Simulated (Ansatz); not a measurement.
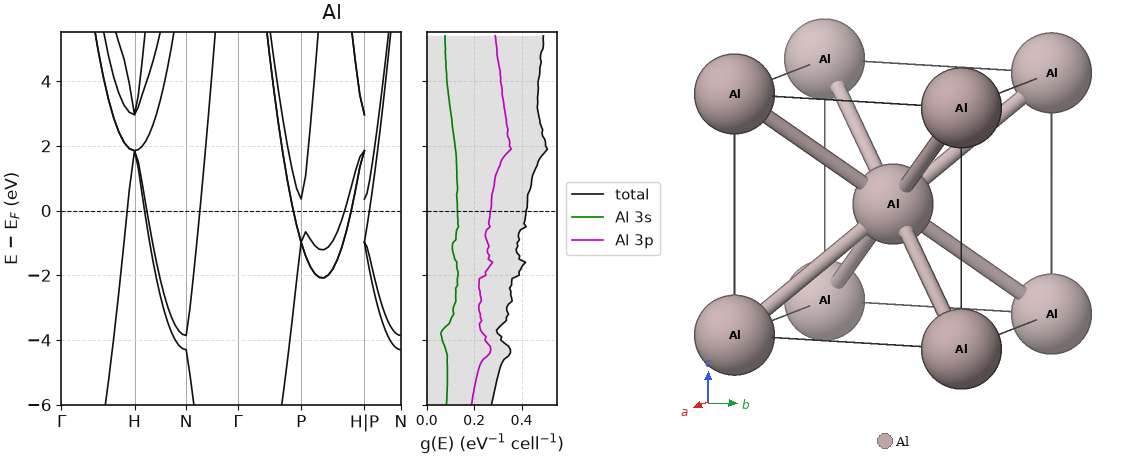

Band structure and density of states, beside the structure. Energies are counted from the Fermi level. The partial curves are projected on Löwdin-orthogonalised atomic shells.

Structure: Al, space group Im-3m, 1 atom in the cell; a = 2.78 Å, b = 2.78 Å, c = 2.78 Å, α = 109.47°, β = 109.47°, γ = 109.47°.

Ansatz 0.2.0; DFT PBEsol, scalar-relativistic, plane waves, PAW, no spin polarisation, 18×18×18 k mesh, 420 eV cutoff, Gaussian smearing of 0.1 eV.

> Metal, semiconductor or insulator?

A metal: 3 bands cross the Fermi level along this path.

> On which lines of the path do bands cross the Fermi level?

Bands cross the Fermi level on every line of the path.
